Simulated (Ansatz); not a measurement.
Given this structure:

```cif
data_structure
_symmetry_space_group_name_H-M 'P 1'
_symmetry_Int_Tables_number 1
_cell_length_a 2.4888
_cell_length_b 2.4888
_cell_length_c 2.4259
_cell_angle_alpha 90.000
_cell_angle_beta 90.000
_cell_angle_gamma 120.000
_cell_volume 13.01
loop_
_atom_site_label
_atom_site_type_symbol
_atom_site_fract_x
_atom_site_fract_y
_atom_site_fract_z
_atom_site_occupancy
Cu1 Cu 0.00000 0.00000 0.00000 1
```

**Give a crystallographic description of this input.**

The element is copper. Space group: P6/mmm (No. 191). Lattice: primitive hexagonal. The arrangement is known as simple hexagonal. The cell holds one atom. Around each Cu lie eight Cu at 2.43 to 2.49 Å. The bonds build a three-dimensional framework.

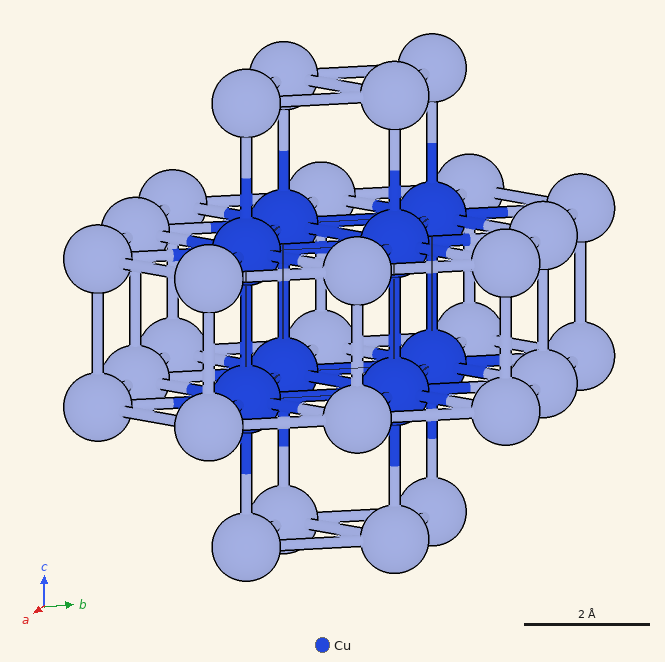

View slightly off an axis, drawn as a ball-and-stick model. Lines trace the edges of the conventional unit cell. Atoms of adjacent cells appear where they bond to atoms in the box, in fainter colours.

The structure comes from a textbook structure type filled with this element (whether it is the usual form wasn't checked). What is shown is the relaxed result from DFT PBE, scalar-relativistic, plane waves, PAW in Ansatz 0.2.0.
